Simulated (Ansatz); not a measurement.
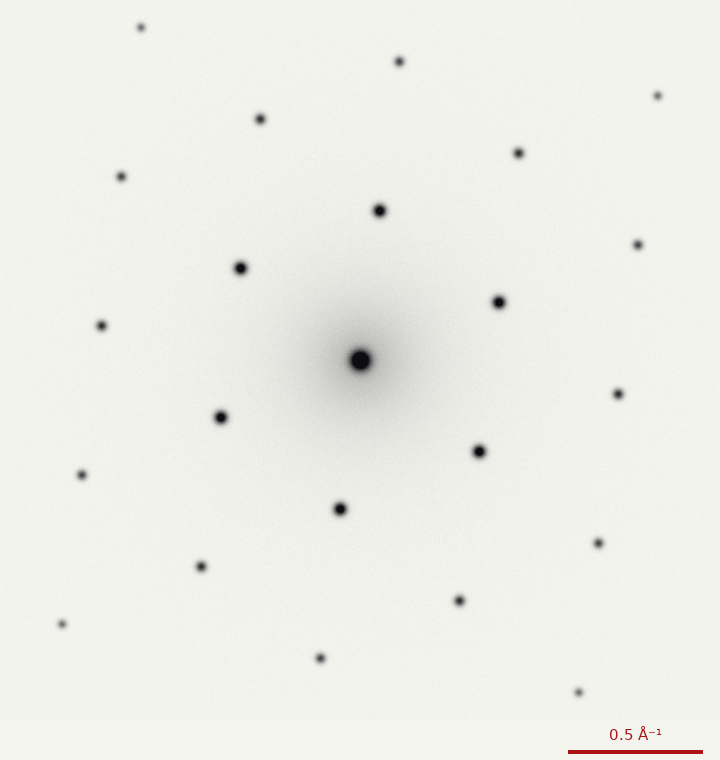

Simulated selected-area electron diffraction pattern (200 kV, kinematic approximation, thin crystal, B = 0.5 Å² for all atoms).

Candidate phases (model or computed cells):
A. Hg, space group Fd-3m (No. 227), a = 7.531 Å
B. As, space group R-3m (No. 166), a = 3.782 Å, c = 10.102 Å (hexagonal axes)
C. Hg, space group Pm-3m (No. 221), a = 3.09 Å
D. Hg, space group R-3m (No. 166), a = 3.545 Å, c = 6.586 Å (hexagonal axes)

Q: Which candidate gives this pattern, and along which zone?

A: Candidate D (Hg), along [001]. The spots form a hexagonal net with both shortest vectors at d = 1.77 Å, 60.0° apart. They index as 2 -1 0 and 1 1 0; no zone of the other candidates with indices up to 3 has this net.
